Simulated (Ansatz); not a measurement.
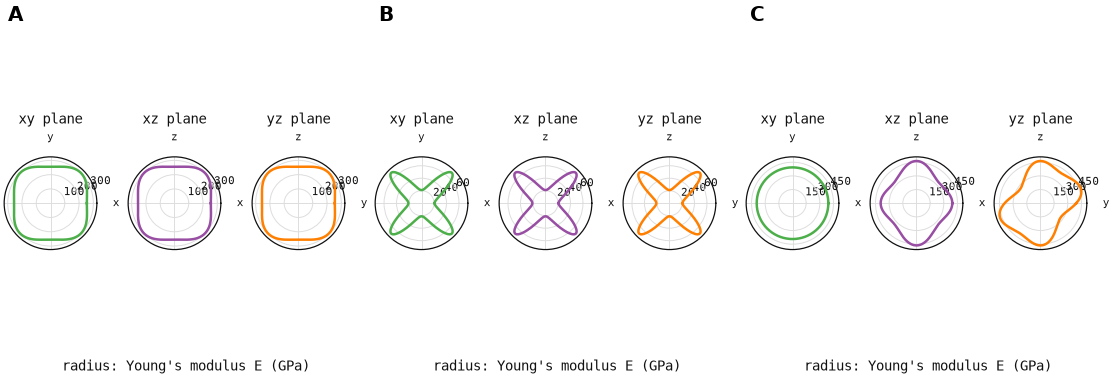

Each panel shows the Young's modulus as a function of direction in the xy, xz and yz planes for one of these solids: AlCu₃, Fm-3m (No. 225), 12.1 Å³/atom, ions relaxed; BaTiO₃, Pm-3m (No. 221), 12.7 Å³/atom, ions relaxed; Ta₂C, P-3m1 (No. 164), 13.8 Å³/atom, ions relaxed.

Calculation (Ansatz 0.2.0): elastic stress-strain coefficients at zero temperature from small strains of the given cell, Voigt order xx yy zz yz xz xy, Cartesian axes of the cell vectors; plane waves with PAW datasets, Γ-centred k mesh. Level: r2SCAN, no spin polarisation.

Which panel belongs to which solid?

Answer. A is BaTiO₃ (E along x, y, z: 255, 255, 255 GPa); B is AlCu₃ (E along x, y, z: 21, 21, 21 GPa); C is Ta₂C (E along x, y, z: 394, 394, 464 GPa).

For AlCu₃, limits of the calculation: metal sensitive to the k mesh.

For BaTiO₃, limits of the calculation: cell is a saddle point at the zone centre.

For Ta₂C, limits of the calculation: metal sensitive to the k mesh.
